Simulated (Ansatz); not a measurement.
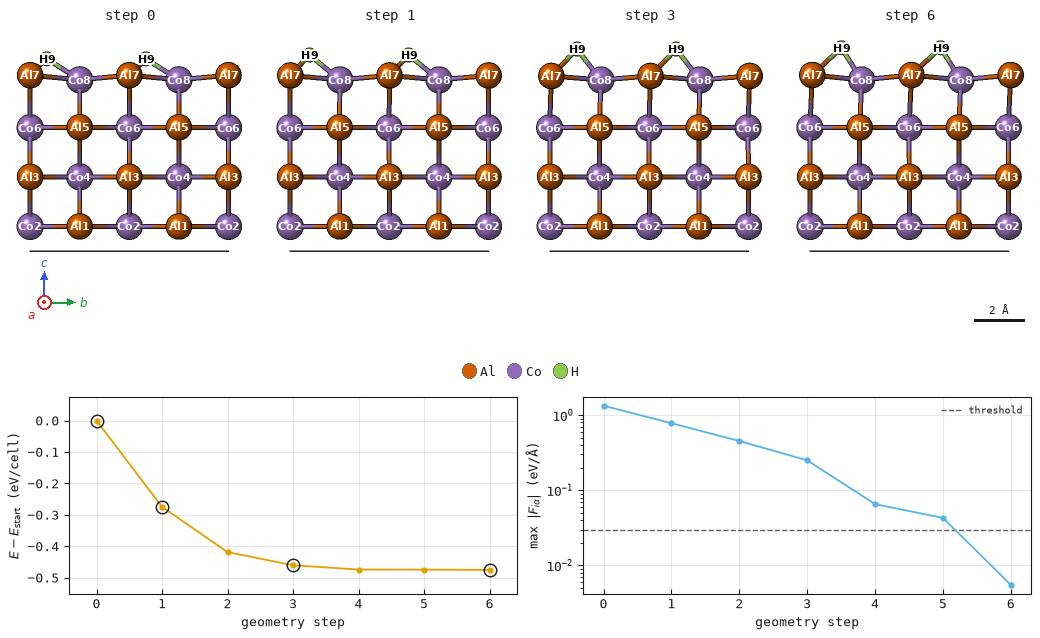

Frames of a constrained relaxation of a slab of composition Al$_{4}$Co$_{4}$H (cut from the Pm-3m phase), marked on the history of the run. The picture is a ball-and-stick view of the 2 × 2 repeat of the cell, outlined in the plane, without the vacuum, seen along the a axis.

Case: H put at a hollow Al-Co-Al site. The slab is the (1 1 0) face of AlCo with H on it. 4 atoms are held fixed.

Level of theory: Ansatz, DFT PBEsol, scalar-relativistic, plane waves, PAW. (plane-wave cutoff 420 eV; k-point mesh 10 × 7 × 1; occupations gaussian; smearing width 0.1 eV; no spin polarisation; dipole correction; atoms relaxed in a fixed cell; force threshold 0.03 eV/Å; at most 70 steps)

What happens along the run?

The largest move is that of H9, 0.74 Å at 53° to the normal (+c side). By element the largest moves are H 0.74 Å, Al 0.09 Å, Co 0.08 Å. The lattice vectors keep their values. Some distances before and after: Al7–H9 1.694 → 2.136 Å, Co8–H9 1.577 → 1.532 Å, Al7–Co8 2.451 → 2.459 Å, Al5–Co6 2.444 → 2.452 Å. Bond angles that change, for instance: Co6–Al7–Co8 104.9° → 102.7°, Co6–Al7–Co8 67.5° → 65.4°. Over 6 geometry steps the energy falls by 0.475 eV per cell of the calculation. Largest force component: 1.3 eV/Å at the start, 0.0055 eV/Å at the end. The run took 4.5 min on 2 threads of Intel(R) Xeon(R) Processor @ 2.50GHz (Skylake/Cascade Lake), on a shared host, peak memory 0.67 GiB. From step 0 to 1: H9 moves most (0.19 Å), energy −0.274 eV per cell of the calculation. From step 1 to 3: H9 moves most (0.38 Å), energy −0.186 eV per cell of the calculation. From step 3 to 6: H9 moves most (0.18 Å), energy −15.0 meV per cell of the calculation.

Limits of the set-up: the periodic images lie only 2.8 Å apart, so the values are limited by the cell's size; an element that often carries a moment was run without spin polarisation.
